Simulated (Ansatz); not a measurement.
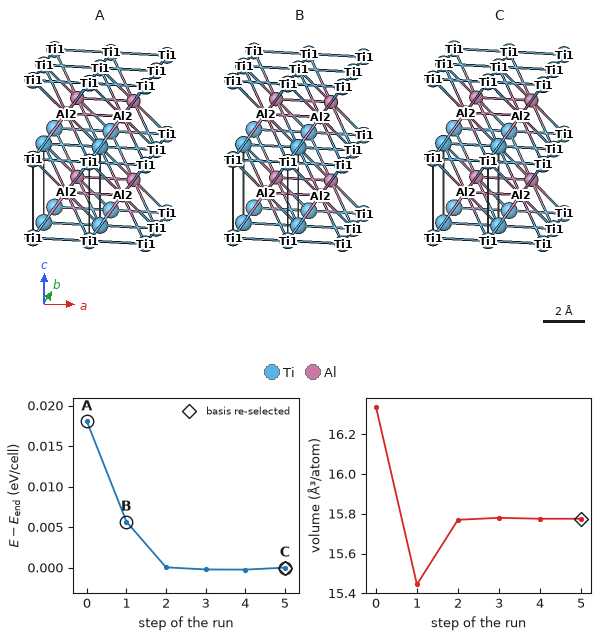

Frames of a relaxation of crystalline TiAl (set up in P4/mmm), marked on the history of the run. Style: ball-and-stick. Shown: the cell of the calculation, repeated 2 × 2 × 2 with one cell outlined, slightly off an axis.

The run lets cell and atoms move.

All numbers below come from Kohn-Sham DFT of a periodic cell, HSEsol, Ansatz PAW in Ansatz.

Input
```yaml
crystal:
  lattice:
    - [2.8373, 0.0, 0.0]
    - [0.0, 2.8373, 0.0]
    - [0.0, 0.0, 4.0591]
  atoms:
    - { symbol: Ti, position: [0.0, 0.0, 0.0] }
    - { symbol: Al, position: [0.5, 0.5, 0.5] }
hamiltonian:
  xc:
    exchange: hjs_pbesol
    correlation: pbesol
    exx: { coeff: 0.25, omega: 0.207 }
  pseudopotentials: { kind: paw }
kpoints:
  mp_grid: { grid: [5, 5, 4] }
scf:
  occupations: { method: fermi_dirac, width: 0.05 }
output:
  forces: true
  stress: true
  eigenvalues: true
  write_density: true
  write_potential: true
  elf: true
  volumetric_format: npy
relax:
  f_tol: 0.01
  max_steps: 40
  cell: { stress_tol: 0.05 }
```

Run as
```bash
ansatz run input.yaml --threads 2 --pin off --max-ram 5632MiB --backend cpu --events-out ev --progress --plain --runs-dir out
```

Question: What happens along the run?

Answer: No atom moves by more than 0.005 Å relative to the cell. Cell: a = b 2.837 → 2.776 Å (−2.2 %), c 4.059 → 4.095 Å (+0.9 %). Volume −3.4 %. Near-neighbour distances that change, for instance: Ti1–Ti1 2.837 → 2.776 Å, Al2–Al2 2.837 → 2.776 Å, Ti1–Al2 2.854 → 2.836 Å. The space group stays P4/mmm (No. 123). After 4 accepted moves (5 points after the start) the energy has fallen by 18.0 meV per cell of the calculation. All forces vanish by symmetry, so only the cell relaxes. The pressure goes from −3.79 to −0.01 GPa. The SCF was repeated once at an unchanged geometry on a basis and grid sized afresh for the cell, which shifted the energy by 0.2 meV per cell of the calculation at most. The run took 47 s on 2 threads of Arm Neoverse V1, on a shared host, peak memory 0.73 GiB. From step 0 to 1: volume −5.5 %, energy −12.4 meV per cell of the calculation. From step 1 to 5: volume +2.1 %, energy −5.7 meV per cell of the calculation.

```json
{"step": "0", "E − E(0), meV/atom": "0.00", "pressure, GPa": "-3.79", "volume, Å³/atom": "16.338", "note": ""}
{"step": "1", "E − E(0), meV/atom": "-6.18", "pressure, GPa": "2.65", "volume, Å³/atom": "15.445", "note": ""}
{"step": "2", "E − E(0), meV/atom": "-9.00", "pressure, GPa": "0.09", "volume, Å³/atom": "15.770", "note": ""}
{"step": "3", "E − E(0), meV/atom": "-9.13", "pressure, GPa": "-0.02", "volume, Å³/atom": "15.779", "note": ""}
{"step": "4", "E − E(0), meV/atom": "-9.14", "pressure, GPa": "0.00", "volume, Å³/atom": "15.775", "note": ""}
{"step": "5", "E − E(0), meV/atom": "-9.02", "pressure, GPa": "-0.01", "volume, Å³/atom": "15.775", "note": "same geometry, new basis"}
```

Limits of the set-up: the k-point mesh is coarse for a cell with partly filled bands.
